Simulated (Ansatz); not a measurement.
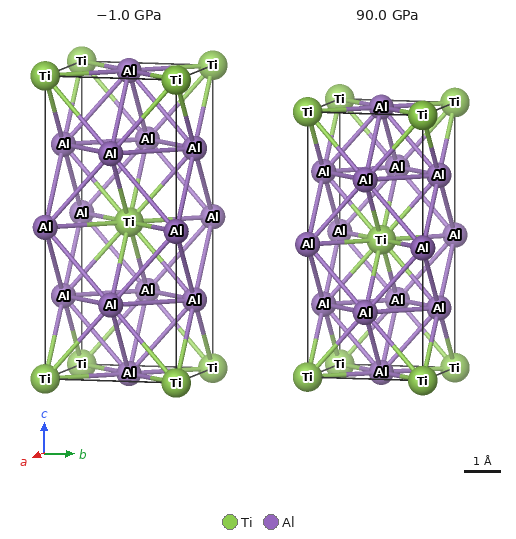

Crystalline TiAl₃ (set up in I4/mmm), relaxed (cell and atoms) at several target pressures. The picture shows the first and the last member. The picture is a ball-and-stick view of the conventional cell (2 times the calculation's cell), seen slightly off an axis. Lengths and directions refer to the drawn axes.

Computed with Ansatz 0.2.0: DFT PBEsol, scalar-relativistic, plane waves, PAW. (plane-wave cutoff 420 eV; k-point mesh 16 × 16 × 16 at −1.0 to 50.0, 18 × 18 × 18 at 90.0 GPa; occupations gaussian; smearing width 0.1 eV; no spin polarisation; cell and atoms relaxed; force threshold 0.008 eV/Å)

```json
{"pressure (GPa)": "−1.0", "volume (Å³/atom)": "15.705", "a (Å)": "3.827", "c (Å)": "8.580"}
{"pressure (GPa)": "0.0", "volume (Å³/atom)": "15.567", "a (Å)": "3.816", "c (Å)": "8.554"}
{"pressure (GPa)": "1.0", "volume (Å³/atom)": "?", "a (Å)": "?", "c (Å)": "?"}
{"pressure (GPa)": "4.0", "volume (Å³/atom)": "15.052", "a (Å)": "3.775", "c (Å)": "8.452"}
{"pressure (GPa)": "12.0", "volume (Å³/atom)": "14.233", "a (Å)": "3.706", "c (Å)": "8.291"}
{"pressure (GPa)": "25.0", "volume (Å³/atom)": "13.235", "a (Å)": "3.619", "c (Å)": "8.086"}
{"pressure (GPa)": "50.0", "volume (Å³/atom)": "11.939", "a (Å)": "3.497", "c (Å)": "7.809"}
{"pressure (GPa)": "90.0", "volume (Å³/atom)": "10.625", "a (Å)": "3.364", "c (Å)": "7.512"}
```

Estimate the missing row from the others, and compare with the calculation.

Answer. Murnaghan's form V = V₀(1 + B′P/B₀)^(−1/B′), with V₀ = 15.567 Å³ from the row at zero pressure, fits the other rows with B₀ = 115 GPa and B′ = 3.40 (largest miss 0.019 Å³). At 1.0 GPa it gives 15.567 × (1 + 3.40 × 1.0/115)^(−1/3.40) = 15.434 Å³ per atom. The calculation gives 15.434 Å³/atom (a = 3.805 Å, c = 8.528 Å). The estimate is right to the digits shown. From the first member to the last: Al–Ti 2.874 → 2.521 Å, Al–Al 2.874 → 2.521 Å, Al–Al 2.706 → 2.379 Å.

The whole series:

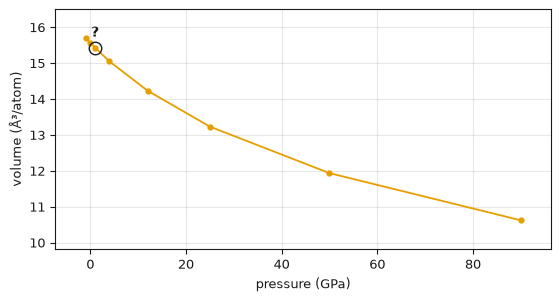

Each member starts from this one structure; whether another phase lies lower wasn't checked.
